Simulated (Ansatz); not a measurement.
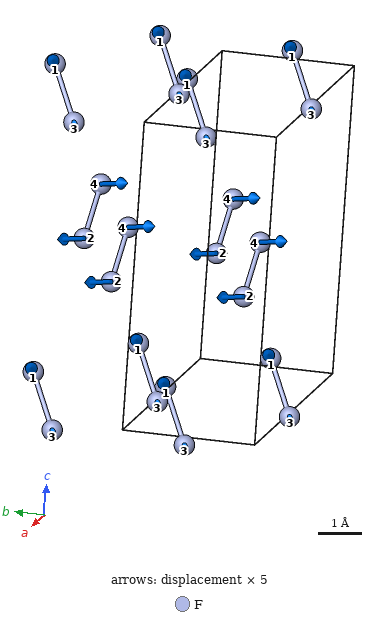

This is a relaxation of a crystal of F (set up in C2/c) (coarse preliminary run). The starting structure is drawn; blue arrows show the displacements (the part carried along by the change of the cell is left out), magnified 5 times.

Style: ball-and-stick. Shown: the conventional cell (2 times the calculation's cell), repeated 1 × 2 × 1 with one cell outlined, from a free direction. Lengths and directions refer to the drawn axes.

These are results of Ansatz 0.2.0, DFT r2SCAN, scalar-relativistic, plane waves, PAW, not measurements.

The input:
```yaml
crystal:
  lattice:
    - [2.75, -1.64, 0.0]
    - [2.75, 1.64, 0.0]
    - [-1.53472, 0.0, 7.11639]
  atoms:
    - { symbol: F, position: [0.968, 0.602, 0.0997] }
    - { symbol: F, position: [0.398, 0.032, 0.4003] }
    - { symbol: F, position: [0.032, 0.398, 0.9003] }
    - { symbol: F, position: [0.602, 0.968, 0.5997] }
basis:
  ecutwfc: 500
kpoints:
  mp_grid: { grid: [8, 8, 4] }
hamiltonian:
  xc: r2scan
scf:
  occupations: { method: gaussian, width: 0.1 }
output:
  forces: true
  stress: true
  eigenvalues: true
relax:
  adjacent_minimum: "off"
  f_tol: 0.05
  max_steps: 80
  cell: { stress_tol: 0.5 }
```

Command:
```bash
ansatz run input.yaml --threads 1 --pin off --max-ram 2560MiB --backend cpu --events-out ev --progress --plain --runs-dir out
```

Question: Describe the change and its energy.

Answer: The largest moves relative to the cell, 0.19 Å, are those of F1, F2, F3 and F4. F3 goes roughly along [3 −2 0]. The drawn cell changes as follows: a 5.500 → 5.178 Å (−5.9 %), b 3.280 → 3.290 Å (+0.3 %), c 7.280 → 6.654 Å (−8.6 %), β 102.2° → 92.8°; the volume changes by −11.8 %. Among the contacts that change: F1–F3 1.488 → 1.402 Å. The space group stays C2/c (No. 15). The energy falls by 66.5 meV per atom in 9 accepted moves (11 points after the start). Largest force component: 2.4 eV/Å at the start, 0.05 eV/Å at the end. Pressure: −6.73 GPa at the start and −0.07 GPa at the end. The line search rejected the trial step at point 5 of the run. The SCF was repeated once at an unchanged geometry on a basis and grid sized afresh for the cell, which shifted the energy by 3.2 meV per atom at most.

Limits of the set-up: layers or molecules are held without a dispersion correction, so their spacing is unreliable.
